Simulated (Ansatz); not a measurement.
Co$_{3}$Si: geometry relaxation (part 2 of 3)

Continued. System: Co$_{3}$Si (P6₃/mmc, 8 atoms in the cell). Method: DFT PBEsol, scalar-relativistic, plane waves, PAW (Ansatz 0.2.0); cutoff 420 eV, 12×12×10 k-mesh, Gaussian smearing of 0.1 eV, collinear spins. The structure derives from a Materials Project entry. The run did not end well. The run did not end well; see the last part.

Geometry of the input (Å; fractional positions):
```
4.9765  0.0000  0.0000
-2.4882  4.3097  0.0000
0.0000  0.0000  3.9728
Co 0.1675  0.3349  0.7500
Co 0.6651  0.8325  0.7500
Co 0.1675  0.8325  0.7500
Co 0.8325  0.6651  0.2500
Co 0.3349  0.1675  0.2500
Co 0.8325  0.1675  0.2500
Si 0.6667  0.3333  0.7500
Si 0.3333  0.6667  0.2500
```

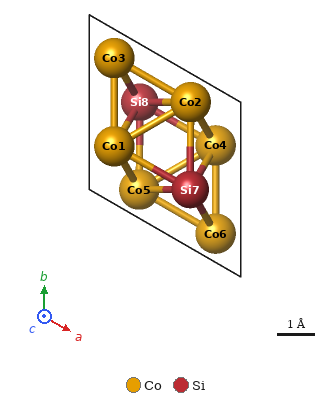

**Figure 1.** The geometry at step 4 of the log (ball-and-stick view of the cell of the calculation, along the c axis; atoms are numbered from 1 in the order of the input).

### Log, continued
```
SCF iter   1: F=—  HF=-31803.766002 eV  |F-HF|=—  |Δ(HF+E_count)|=         —  Δρ=1.17e-4 (↑1.09e-4 ↓1.17e-4)  dr2=1.30e-5  dr2_m=6.76e-6  M=-0.000 μB ∫|m|=0.001 μB  β_m=0.65  ethr=1.12e-8  ⟨swp⟩=2.2  Hψ=60424  notcnv=0
preconditioner: auto → none  [metal: Δε(μ)=0.001 eV  Ē_g=7.628 eV  σ=0.100 eV  W_gap=0.01  n_scr=8 (ndim 8)  ℏωp=32.5 eV  f_vac=0.000  D(μ)=9.55/eV (n_scr^D=136)]
SCF iter   2: F=—  HF=-31803.766002 eV  |F-HF|=—  |Δ(HF+E_count)|=   3.82e-8  Δρ=5.30e-5 (↑5.30e-5 ↓4.07e-5)  dr2=7.49e-6  dr2_m=9.22e-7  M=-0.000 μB ∫|m|=0.000 μB  β_m=0.43  ethr=1.12e-8  ⟨swp⟩=2.0  Hψ=23214  notcnv=0
SCF iter   3: F=—  HF=-31803.766000 eV  |F-HF|=—  |Δ(HF+E_count)|=   1.49e-6  Δρ=3.50e-5 (↑3.08e-5 ↓3.50e-5)  dr2=4.82e-7  dr2_m=6.30e-7  M=-0.000 μB ∫|m|=0.000 μB  β_m=0.47  ethr=6.80e-9  ⟨swp⟩=2.0  Hψ=23034  notcnv=0
SCF iter   4: F=—  HF=-31803.766000 eV  |F-HF|=—  |Δ(HF+E_count)|=   1.29e-7  Δρ=1.69e-5 (↑1.47e-5 ↓1.69e-5)  dr2=2.50e-7  dr2_m=8.62e-8  M=-0.000 μB ∫|m|=0.000 μB  β_m=0.39  ethr=4.38e-10  ⟨swp⟩=2.2  Hψ=24928  notcnv=0
iter 5 did not close the SCF: its close was put off for a magnetic moment that had not settled (scf_convergence_deferred on its scf_iter line)
SCF iter   5: F=-31803.766000 eV  HF=-31803.766000 eV  |F-HF|=1.24e-7  |Δ(HF+E_count)|=   7.17e-8  Δρ=9.61e-6 (↑8.15e-6 ↓9.61e-6)  dr2=1.50e-7  dr2_m=9.20e-9  M=-0.000 μB ∫|m|=0.000 μB  β_m=0.67  ethr=2.27e-10  ⟨swp⟩=2.0  Hψ=46179  notcnv=0
SCF iter   6: F=-31803.766000 eV  HF=-31803.766000 eV  |F-HF|=2.95e-8  |Δ(HF+E_count)|=   1.51e-8  Δρ=4.24e-6 (↑3.37e-6 ↓4.24e-6)  dr2=3.44e-8  dr2_m=2.35e-10  M=-0.000 μB ∫|m|=0.000 μB  ethr=1.37e-10  ⟨swp⟩=2.0  Hψ=39378  notcnv=0
the starting moments were not kept: the SCF closed with an absolute magnetisation of 1.4e-4 μB, where they sum to 6.72 μB in size (6 sites). That is at most 0.1 of that sum. Measured as dr2_m measures the in/out step, that magnetisation stands 8.5e-9 eV from none, at or under the dr2_threshold of 4.4e-7 eV: it is no larger than a step whose dr2_m would equal this threshold.
SCF 7 converged in 6 iterations: F = -31803.766000 eV  dr2 = 3.44e-8
relax step   7: F+E_penalty+E_count = -31803.76600026 eV  Δ(F+E_penalty+E_count) = -1.019e-4 eV  max|allowed force component| = 3.065e-3 eV/Å  Δτ_max = 0.0002 Å  P = +0.068 GPa  Ω = 80.818 Å³  energy of the carried Pulay correction = +4.177e-3 eV  (6 SCF iters, dr2 threshold 4.35e-7 eV, accepted)
Crystal: 8 atoms, lattice volume = 80.840 Å³
iter 1 solved again at ethr=1.34e-8 eV; its pass at ethr=3.10e-3 eV (dr2=1.47e-5 eV) is discarded
SCF iter   1: F=—  HF=-31803.766012 eV  |F-HF|=—  |Δ(HF+E_count)|=         —  Δρ=1.13e-4 (↑9.05e-5 ↓1.13e-4)  dr2=1.67e-5  dr2_m=3.46e-6  M=-0.002 μB ∫|m|=0.002 μB  β_m=0.65  ethr=1.34e-8  ⟨swp⟩=2.0  Hψ=60314  notcnv=0
preconditioner: auto → none  [metal: Δε(μ)=0.000 eV  Ē_g=7.624 eV  σ=0.100 eV  W_gap=0.00  n_scr=8 (ndim 8)  ℏωp=32.5 eV  f_vac=0.000  D(μ)=9.55/eV (n_scr^D=136)]
SCF iter   2: F=—  HF=-31803.766012 eV  |F-HF|=—  |Δ(HF+E_count)|=   1.76e-7  Δρ=1.13e-4 (↑1.08e-4 ↓1.13e-4)  dr2=2.78e-5  dr2_m=5.12e-7  M=-0.001 μB ∫|m|=0.001 μB  β_m=0.33  ethr=1.34e-8  ⟨swp⟩=2.0  Hψ=28831  notcnv=0
SCF iter   3: F=—  HF=-31803.766008 eV  |F-HF|=—  |Δ(HF+E_count)|=   3.80e-6  Δρ=3.81e-5 (↑3.69e-5 ↓3.81e-5)  dr2=5.28e-7  dr2_m=7.94e-7  M=-0.001 μB ∫|m|=0.001 μB  β_m=0.47  ethr=1.34e-8  ⟨swp⟩=2.0  Hψ=23007  notcnv=0
SCF iter   4: F=—  HF=-31803.766010 eV  |F-HF|=—  |Δ(HF+E_count)|=   1.47e-6  Δρ=2.07e-5 (↑1.07e-5 ↓2.07e-5)  dr2=3.92e-7  dr2_m=6.46e-8  M=-0.001 μB ∫|m|=0.001 μB  β_m=0.50  ethr=4.80e-10  ⟨swp⟩=2.7  Hψ=29108  notcnv=0
SCF iter   5: F=—  HF=-31803.766010 eV  |F-HF|=—  |Δ(HF+E_count)|=   5.06e-7  Δρ=1.03e-5 (↑3.57e-6 ↓1.03e-5)  dr2=7.80e-8  dr2_m=2.79e-8  M=-0.001 μB ∫|m|=0.001 μB  β_m=0.65  ethr=3.56e-10  ⟨swp⟩=2.0  Hψ=22667  notcnv=0
```

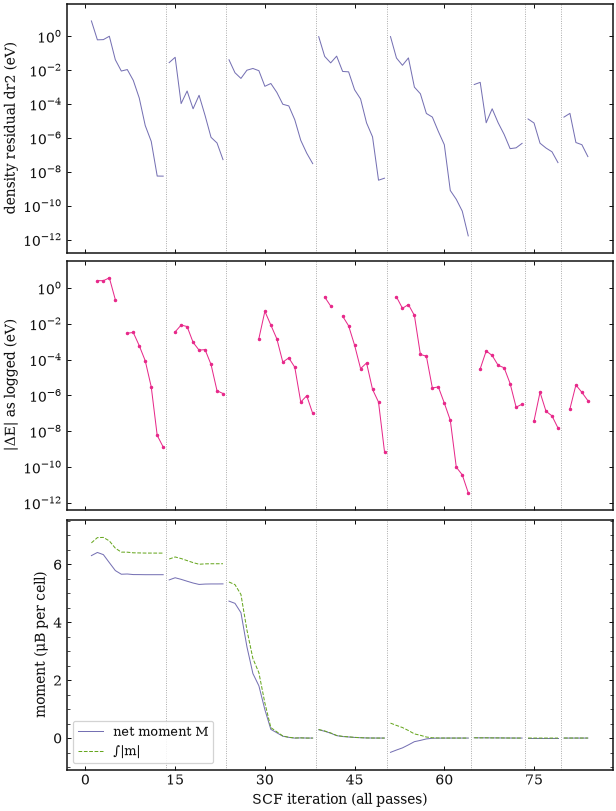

**Figure 2.** Convergence of the self-consistent field: density residual dr2, size of the energy change and magnetic moment against the SCF iteration. Dotted lines part the SCF passes that the log prints in full. The net moment goes from 6.3 to 0.0 μB per cell, and ∫|m| falls to zero.

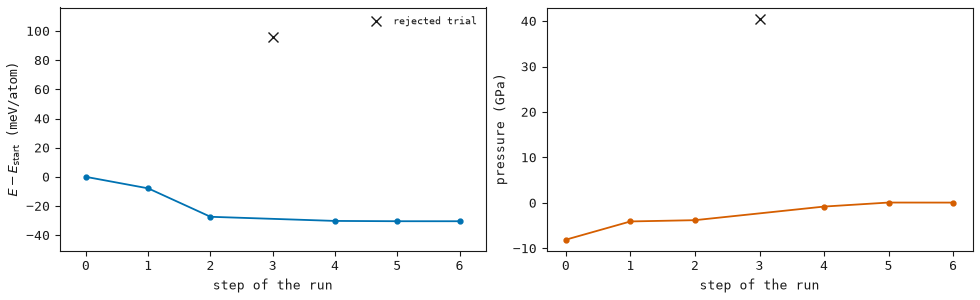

**Figure 3.** Progress of the relaxation, step by step (the first geometry is step 0 here and step 1 in the log).

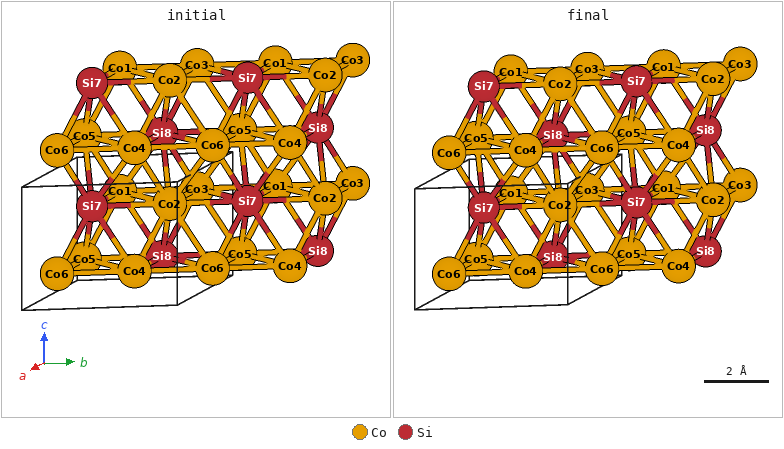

**Figure 4.** Before (left) and after (right) the relaxation, at one scale (ball-and-stick view of the cell of the calculation, repeated 1 × 2 × 2, seen slightly off an axis). The run was cut off at its time limit before the relaxation converged, so the last structure is only a point on the way. The energy falls by 30.4 meV per atom in 6 geometry steps. The largest force component goes from 0.094 to 0.0031 eV/Å. Pressure: −8.09 GPa at the start and 0.07 GPa at the end. The line search rejected the trial step at point 3 (counted from 0) and went back. The largest moves relative to the cell, 0.009 Å, are those of Co1, Co2, Co3, Co4, Co5 and Co6. Si stays in place. Cell: a = b 4.976 → 4.890 Å (−1.7 %), c 3.973 → 3.902 Å (−1.8 %). Volume −5.1 %. Distances before and after: Co1–Co2 2.500 → 2.442 Å, Co1–Co5 2.456 → 2.407 Å, Co1–Si7 2.488 → 2.445 Å, Co1–Si8 2.447 → 2.409 Å. The space group stays P6_3/mmc (No. 194). (Atoms are counted from 1 in the order of the input.)

```
Step cancelled. What follows is not a result of the run: it is the report of the last solve that finished, which converged after 6 SCF iterations.
Magnetization: -0.0001 μB (54.9999 up, 55.0001 down)
Absolute magnetization: 0.0001 μB (∫|ρ↑−ρ↓|, with the PAW one-centre terms)
Spin contamination: 0.0000 ħ² per cell (⟨S²⟩ above its minimum at these occupations)
Per-site moments (μB) at R_I (Å): [(-2.2793221581585376e-5, 0.9929542027683738), (-2.2793221581493256e-5, 0.9929542027683738), (-2.279322158153363e-5, 0.9929542027683738), (-2.2793221581851436e-5, 0.9929542027683738), (-2.2793221581454777e-5, 0.9929542027683738), (-2.279322158158189e-5, 0.9929542027683738), (1.4160882745804775e-6, 0.9938902250589731), (1.4160882743883622e-6, 0.9938902250589728)]
Free energy (F): -31803.766000 eV
Harris-Foulkes:  -31803.766000 eV  (|F-HF|=2.95e-8)
Internal energy: -31803.718245 eV  (E = F + TS)
E sigma→0 (E₀):  -31803.742123 eV
Entropy (-TS):   -0.047755 eV (-5.969 meV/atom)
Fermi energy:    18.983035 eV
--- Per-component energies (eV) ---
  E_band       = -1321.184067
  E_kinetic    = 2838.306989
  E_local      = -18821.602265  (includes V_loc(G=0)·N_el)
  E_nonlocal   = 2785.856116
  E_hartree    = 8075.417087
  E_xc         = -1068.490246
  E_vxc        = -1337.666728  (∫ρ·V_xc dr)
  E_paw        = -9897.469832  (= ΣΔE_a)
  E_vpaw       = -2936.945763  (= ΣTr[D̂ρ^β])
  E_aug_tail   = 0.000187  (compensation charges beyond the density's cutoff)
  E_ewald      = -15716.929918
  E_core_change = 1.193637  (= ΣΔE_core)
  E_smearing   = -0.047755  (= −TS)
  E_closure    = -0.000000  (closes the sum)
  Σ components = -31803.766000   (vs F -31803.766000, Δ=0.00e0)
--- Forces (eV/Å), atoms counted from 1 ---
  atom   1  Co    -0.00000000    -0.00306482     0.00000000
  atom   2  Co     0.00265421     0.00153241     0.00000000
  atom   3  Co    -0.00265421     0.00153241    -0.00000000
  atom   4  Co    -0.00000000     0.00306482     0.00000000
  atom   5  Co    -0.00265421    -0.00153241    -0.00000000
  atom   6  Co     0.00265421    -0.00153241     0.00000000
  atom   7  Si     0.00000000     0.00000000     0.00000000
  atom   8  Si    -0.00000000    -0.00000000     0.00000000
  max |Σ_I F_I| component: 4.80e-17 eV/Å
--- Stress (GPa, compression-positive) ---
       -0.167598      -0.000000       0.000000
       -0.000000      -0.167598       0.000000
        0.000000      -0.000000       0.070141
  P = ⅓ Tr σ = -0.0884 GPa (-0.884 kbar)
--- Band table (eV; the first three rows and the last of 228) ---
  k-point 0 ↑: bands = ["-75.6507", "-75.6000", "-75.6000", "-75.5922", "-75.5715", "-75.5715", "-39.2365", "-39.2248", "-39.1495", "-39.1290", "-39.1290", "-39.1225", "-39.1225", "-39.1035", "-39.1035", "-39.0326", "-38.9700", "-38.9700", "-38.9213", "-38.9188", "-38.9059", "-38.9059", "-38.9013", "-38.9013", "6.7096", "10.6350", "13.9242", "14.0781", "14.0781", "14.1273", "14.1273", "14.4720", "14.5821", "15.1274", "15.1274", "15.5113", "15.5113", "15.9665", "16.5383", "16.6762", "16.8236", "17.0520", "17.0520", "17.1838", "17.1838", "18.0731", "18.0731", "18.2178", "18.2178", "18.5136", "18.5136", "18.5751", "18.5751", "18.6670", "19.4034", "19.5713", "19.5978", "19.7749", "20.1463", "20.1463", "20.9632", "20.9632", "22.7059", "23.9467", "25.9835", "25.9835", "27.0963", "27.0963", "27.4862", "28.2850", "28.2850"]
  k-point 1 ↑: bands = ["-75.6493", "-75.5993", "-75.5993", "-75.5937", "-75.5722", "-75.5722", "-39.2338", "-39.2242", "-39.1559", "-39.1559", "-39.1464", "-39.1110", "-39.1110", "-39.0909", "-39.0909", "-39.0298", "-38.9671", "-38.9671", "-38.9278", "-38.9216", "-38.9061", "-38.9061", "-38.9011", "-38.9011", "6.8053", "10.5840", "13.9172", "14.0941", "14.0941", "14.1928", "14.1928", "14.3108", "14.5165", "15.1709", "15.1709", "15.4983", "15.4983", "15.9110", "16.5704", "16.8157", "16.8767", "17.1228", "17.1228", "17.1409", "17.1409", "18.0633", "18.0633", "18.1469", "18.1469", "18.5319", "18.5319", "18.5588", "18.5660", "18.5660", "19.3797", "19.5123", "19.5940", "19.7439", "20.0595", "20.0595", "20.9086", "20.9086", "23.1445", "23.6424", "25.7858", "25.7858", "26.6468", "26.6468", "27.8466", "28.0466", "28.4137"]
  k-point 2 ↑: bands = ["-75.6452", "-75.5978", "-75.5972", "-75.5972", "-75.5742", "-75.5742", "-39.2275", "-39.2228", "-39.1784", "-39.1784", "-39.1360", "-39.1297", "-39.1297", "-39.0548", "-39.0548", "-39.0218", "-38.9614", "-38.9614", "-38.9466", "-38.9297", "-38.9067", "-38.9067", "-38.9011", "-38.9011", "7.0878", "10.4106", "13.6711", "13.9483", "14.1444", "14.1444", "14.3634", "14.3634", "14.6127", "15.2951", "15.2951", "15.4791", "15.4791", "15.8917", "16.3982", "17.0259", "17.0259", "17.0333", "17.3037", "17.3037", "17.3679", "18.0099", "18.0099", "18.0196", "18.0196", "18.2334", "18.5159", "18.5159", "18.5668", "18.5668", "19.1927", "19.4681", "19.5831", "19.6509", "19.8343", "19.8343", "20.7287", "20.7287", "23.1305", "24.1481", "25.3491", "25.3491", "25.8805", "25.8805", "26.8496", "28.8513", "28.8513"]
  k-point 113 ↓: bands = ["-75.6037", "-75.6037", "-75.6035", "-75.6035", "-75.5857", "-75.5857", "-39.1768", "-39.1768", "-39.1597", "-39.1597", "-39.1357", "-39.1357", "-39.0400", "-39.0400", "-39.0387", "-39.0387", "-38.9825", "-38.9825", "-38.9802", "-38.9802", "-38.9395", "-38.9395", "-38.9249", "-38.9249", "9.9201", "9.9201", "11.9875", "11.9875", "13.2472", "13.2472", "15.0254", "15.0254", "15.2791", "15.2791", "15.9277", "15.9277", "16.0305", "16.0305", "16.2675", "16.2675", "16.8725", "16.8725", "17.1403", "17.1403", "17.2790", "17.2790", "17.8516", "17.8516", "17.9530", "17.9530", "18.5023", "18.5023", "18.5988", "18.5988", "18.9559", "18.9559", "19.2505", "19.2505", "19.2525", "19.2525", "22.1850", "22.1850", "24.0414", "24.0414", "24.8692", "24.8692", "28.3634", "28.3634", "28.7949", "28.7949", "30.6597"]
End of that report.
Error: SIGTERM received: cancelled by the caller after 5 completed SCF iterations
```

### Trajectory as extended XYZ (Å, eV, eV/Å), 7 frames, from step=1 to step=7
```
8
Lattice="4.9765 0.0000 0.0000 -2.4882 4.3098 0.0000 0.0000 0.0000 3.9728" Properties=species:S:1:pos:R:3:forces:R:3 step=1 energy=-31803.52255 pressure_GPa=-8.09
Co    0.0000    1.4435    2.9796    0.0000   0.0939   0.0000
Co    1.2381    3.5880    2.9796   -0.0814  -0.0470   0.0000
Co   -1.2381    3.5880    2.9796    0.0814  -0.0470   0.0000
Co    2.4882    2.8662    0.9932    0.0000  -0.0939   0.0000
Co    1.2501    0.7218    0.9932    0.0814   0.0470   0.0000
Co    3.7263    0.7218    0.9932   -0.0814   0.0470   0.0000
Si    2.4882    1.4366    2.9796    0.0000   0.0000   0.0000
Si    0.0000    2.8732    0.9932    0.0000   0.0000   0.0000
8
Lattice="4.9435 0.0000 0.0000 -2.4718 4.2812 0.0000 0.0000 0.0000 3.9500" Properties=species:S:1:pos:R:3:forces:R:3 step=2 energy=-31803.58561 pressure_GPa=-4.08
Co    0.0000    1.4354    2.9625    0.0000   0.0329   0.0000
Co    1.2287    3.5635    2.9625   -0.0285  -0.0164   0.0000
Co   -1.2287    3.5635    2.9625    0.0285  -0.0164   0.0000
Co    2.4718    2.8458    0.9875    0.0000  -0.0329   0.0000
Co    1.2431    0.7177    0.9875    0.0285   0.0164   0.0000
Co    3.7004    0.7177    0.9875   -0.0285   0.0164   0.0000
Si    2.4718    1.4271    2.9625    0.0000   0.0000   0.0000
Si    0.0000    2.8541    0.9875    0.0000   0.0000   0.0000
8
Lattice="4.9146 0.0000 0.0000 -2.4573 4.2562 0.0000 0.0000 0.0000 3.9210" Properties=species:S:1:pos:R:3:forces:R:3 step=3 energy=-31803.74156 pressure_GPa=-3.80
Co    0.0000    1.4275    2.9407    0.0000  -0.2747   0.0000
Co    1.2211    3.5424    2.9407    0.2379   0.1374   0.0000
Co   -1.2211    3.5424    2.9407   -0.2379   0.1374   0.0000
Co    2.4573    2.8287    0.9802    0.0000   0.2747   0.0000
Co    1.2362    0.7137    0.9802   -0.2379  -0.1374   0.0000
Co    3.6784    0.7137    0.9802    0.2379  -0.1374   0.0000
Si    2.4573    1.4187    2.9407    0.0000   0.0000   0.0000
Si    0.0000    2.8374    0.9802    0.0000   0.0000   0.0000
8
Lattice="4.7297 0.0000 0.0000 -2.3649 4.0961 0.0000 0.0000 0.0000 3.7247" Properties=species:S:1:pos:R:3:forces:R:3 step=4 energy=-31802.75515 pressure_GPa=40.55 accepted=F
Co    0.0000    1.3525    2.7935    0.0000   0.5008   0.0000
Co    1.1936    3.4198    2.7935   -0.4337  -0.2504   0.0000
Co   -1.1936    3.4198    2.7935    0.4337  -0.2504   0.0000
Co    2.3649    2.7436    0.9312    0.0000  -0.5008   0.0000
Co    1.1713    0.6762    0.9312    0.4337   0.2504   0.0000
Co    3.5585    0.6762    0.9312   -0.4337   0.2504   0.0000
Si    2.3649    1.3654    2.7935    0.0000   0.0000   0.0000
Si    0.0000    2.7307    0.9312    0.0000   0.0000   0.0000
8
Lattice="4.8980 0.0000 0.0000 -2.4490 4.2418 0.0000 0.0000 0.0000 3.9025" Properties=species:S:1:pos:R:3:forces:R:3 step=5 energy=-31803.76428 pressure_GPa=-0.81
Co    0.0000    1.4147    2.9269    0.0000  -0.0723   0.0000
Co    1.2238    3.5345    2.9269    0.0626   0.0362   0.0000
Co   -1.2238    3.5345    2.9269   -0.0626   0.0362   0.0000
Co    2.4490    2.8271    0.9756    0.0000   0.0723   0.0000
Co    1.2252    0.7074    0.9756   -0.0626  -0.0362   0.0000
Co    3.6729    0.7074    0.9756    0.0626  -0.0362   0.0000
Si    2.4490    1.4139    2.9269    0.0000   0.0000   0.0000
Si    0.0000    2.8279    0.9756    0.0000   0.0000   0.0000
8
Lattice="4.8914 0.0000 0.0000 -2.4457 4.2361 0.0000 0.0000 0.0000 3.9003" Properties=species:S:1:pos:R:3:forces:R:3 step=6 energy=-31803.76590 pressure_GPa=0.08
Co    0.0000    1.4103    2.9252    0.0000  -0.0071   0.0000
Co    1.2244    3.5309    2.9252    0.0062   0.0036   0.0000
Co   -1.2244    3.5309    2.9252   -0.0062   0.0036   0.0000
Co    2.4457    2.8258    0.9751    0.0000   0.0071   0.0000
Co    1.2214    0.7051    0.9751   -0.0062  -0.0036   0.0000
Co    3.6701    0.7051    0.9751    0.0062  -0.0036   0.0000
Si    2.4457    1.4120    2.9252    0.0000   0.0000   0.0000
Si    0.0000    2.8241    0.9751    0.0000   0.0000   0.0000
8
Lattice="4.8902 0.0000 0.0000 -2.4451 4.2350 0.0000 0.0000 0.0000 3.9023" Properties=species:S:1:pos:R:3:forces:R:3 step=7 energy=-31803.76600 pressure_GPa=0.07
Co    0.0000    1.4097    2.9268    0.0000  -0.0031   0.0000
Co    1.2242    3.5302    2.9268    0.0027   0.0015   0.0000
Co   -1.2242    3.5302    2.9268   -0.0027   0.0015   0.0000
Co    2.4451    2.8253    0.9756    0.0000   0.0031   0.0000
Co    1.2209    0.7049    0.9756   -0.0027  -0.0015   0.0000
Co    3.6693    0.7049    0.9756    0.0027  -0.0015   0.0000
Si    2.4451    1.4117    2.9268    0.0000   0.0000   0.0000
Si    0.0000    2.8234    0.9756    0.0000   0.0000   0.0000
```

### Outcome

```json
{"quantity": "outcome", "value": "stopped at the time limit"}
{"quantity": "space group (tolerance 0.01 Å)", "value": "P6₃/mmc (194)"}
{"quantity": "final cell", "value": "a = 4.890 Å, b = 4.890 Å, c = 3.902 Å, α = 90.00°, β = 90.00°, γ = 120.00°"}
{"quantity": "wall time", "value": "9.2 min (CPU time 18 min)"}
{"quantity": "peak memory", "value": "1.2 GiB"}
```
